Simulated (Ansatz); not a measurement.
Cell and atoms:

```
N
1.0
     4.37396    0.00000    0.00000
    -2.18698    3.78796    0.00000
     0.00000    0.00000    7.52181
N
4
Cartesian
  0.0000 2.5253 2.4316
  0.0000 2.5253 1.3293
  2.1870 1.2627 6.1925
  2.1870 1.2627 5.0902
```

Question: Characterise the structure given above.

Answer: The element is nitrogen. The atoms follow space group P6_3/mmc (No. 194); the Bravais lattice is primitive hexagonal. Type of structure: hexagonal diamond (lonsdaleite type). The cell holds four atoms. The N atoms are each bonded to one N at 1.10 Å. The bonds build separate N2 groups.

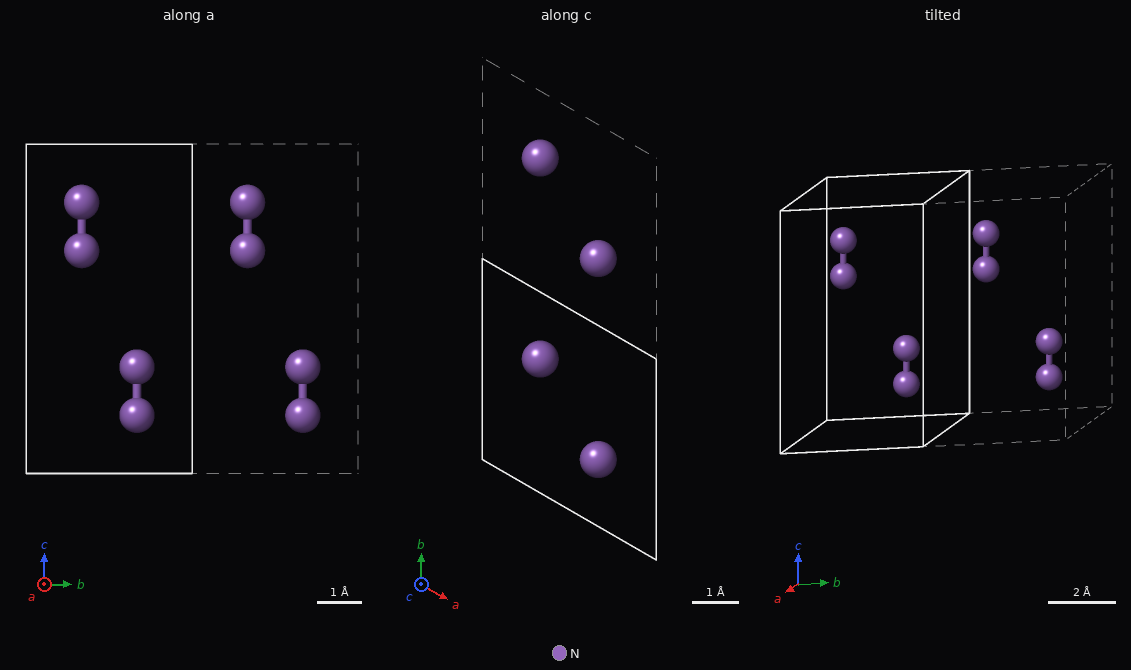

The figure gives a ball-and-stick picture of the atoms, viewed along the a axis, along the c axis and slightly off an axis. The picture spans 1×2×1 cells, one conventional unit cell being drawn with solid lines. Colours: nitrogen purple.

It goes back to a structure listed in the Materials Project. Relaxation method: DFT PBE, scalar-relativistic, plane waves, PAW (Ansatz 0.2.0).
